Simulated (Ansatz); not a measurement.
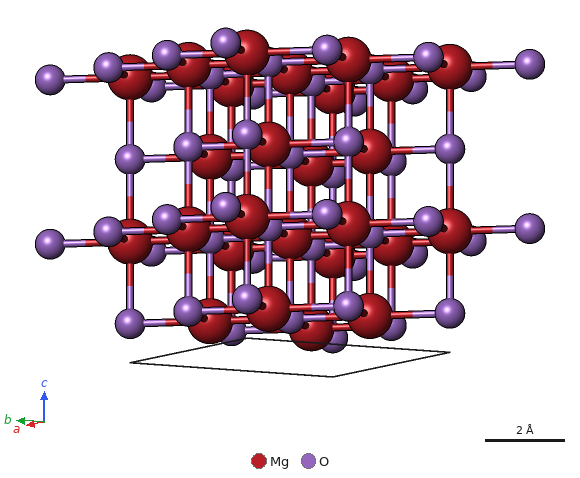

Starting structure of a slab of composition MgO (cut from the Fm-3m phase). A ball-and-stick model of the cell of the calculation, outlined in the plane, without the vacuum, seen from a free direction.

Case: clean slab, lower planes held. The slab is the (1 0 0) face of MgO. 16 atoms are held fixed.

Level of theory: Ansatz, DFT PBE+D3(BJ), scalar-relativistic, plane waves, PAW.

Input
```yaml
crystal:
  lattice:
    - [5.9506164706, 0.0, 0.0]
    - [0.0, 5.9506164706, 0.0]
    - [0.0, 0.0, 22.3115818879]
  atoms:
    - { symbol: Mg, position: [0.25, 0.25, 0.3585581713] }
    - { symbol: Mg, position: [0.25, 0.75, 0.3585581713] }
    - { symbol: Mg, position: [0.75, 0.25, 0.3585581713] }
    - { symbol: Mg, position: [0.75, 0.75, 0.3585581713] }
    - { symbol: O, position: [0.5, 0.5, 0.3585581713] }
    - { symbol: O, position: [0.5, 0.0, 0.3585581713] }
    - { symbol: O, position: [0.0, 0.5, 0.3585581713] }
    - { symbol: O, position: [0.0, 0.0, 0.3585581713] }
    - { symbol: Mg, position: [0.5, 0.5, 0.4528527238] }
    - { symbol: Mg, position: [0.5, 0.0, 0.4528527238] }
    - { symbol: Mg, position: [0.0, 0.5, 0.4528527238] }
    - { symbol: Mg, position: [0.0, 0.0, 0.4528527238] }
    - { symbol: O, position: [0.75, 0.75, 0.4528527238] }
    - { symbol: O, position: [0.75, 0.25, 0.4528527238] }
    - { symbol: O, position: [0.25, 0.75, 0.4528527238] }
    - { symbol: O, position: [0.25, 0.25, 0.4528527238] }
    - { symbol: Mg, position: [0.75, 0.75, 0.5471472762] }
    - { symbol: Mg, position: [0.75, 0.25, 0.5471472762] }
    - { symbol: Mg, position: [0.25, 0.75, 0.5471472762] }
    - { symbol: Mg, position: [0.25, 0.25, 0.5471472762] }
    - { symbol: O, position: [0.0, 0.0, 0.5471472762] }
    - { symbol: O, position: [0.0, 0.5, 0.5471472762] }
    - { symbol: O, position: [0.5, 0.0, 0.5471472762] }
    - { symbol: O, position: [0.5, 0.5, 0.5471472762] }
    - { symbol: Mg, position: [0.0, 0.0, 0.6414418287] }
    - { symbol: Mg, position: [0.0, 0.5, 0.6414418287] }
    - { symbol: Mg, position: [0.5, 0.0, 0.6414418287] }
    - { symbol: Mg, position: [0.5, 0.5, 0.6414418287] }
    - { symbol: O, position: [0.25, 0.25, 0.6414418287] }
    - { symbol: O, position: [0.25, 0.75, 0.6414418287] }
    - { symbol: O, position: [0.75, 0.25, 0.6414418287] }
    - { symbol: O, position: [0.75, 0.75, 0.6414418287] }
basis:
  ecutwfc: 420
kpoints:
  mp_grid: { grid: [3, 3, 1] }
hamiltonian:
  xc: pbe
  dispersion: d3bj
scf:
  occupations: { method: gaussian, width: 0.05 }
output:
  forces: true
  eigenvalues: true
  write_density: true
  write_potential: true
  elf: true
  volumetric_format: npy
relax:
  adjacent_minimum: "off"
  f_tol: 0.03
  max_steps: 70
  constraints: [{ sites: [0, 1, 2, 3, 4, 5, 6, 7, 8, 9, 10, 11, 12, 13, 14, 15] }]
efield:
  axis: 3
  dipole_correction: true
  ramp_width: 0.04
```

Launched with:
```bash
ansatz run input.yaml --threads 4 --pin off --max-ram 10240MiB --backend cpu --events-out ev --progress --plain --runs-dir out
```

Q: Predict the outcome.

A: After 3 geometry steps the energy has fallen by 52.0 meV per cell of the calculation. The largest force component goes from 0.53 to 0.0088 eV/Å. The largest moves, 0.046 Å, are those of O29, O30, O31 and O32. O29 goes along the normal (+c). Largest moves by element: O 0.046 Å, Mg 0.009 Å. The cell doesn't change. Among the contacts that change: Mg17–O32 2.104 → 2.141 Å. Among the angles between lasting bonds that change: Mg25–O30–Mg28 180.0° → 177.3°, O29–Mg27–O32 180.0° → 177.3°. Cost: 41 s on 4 threads of Arm Neoverse V2 (shared host), peak memory 1.7 GiB.

History of the run:

```csv
step,"E − E(0), meV/atom","largest force component, eV/Å"
0,0.00,0.5342
1,-1.49,0.1202
2,-1.60,0.0315
3,-1.62,0.0088
```
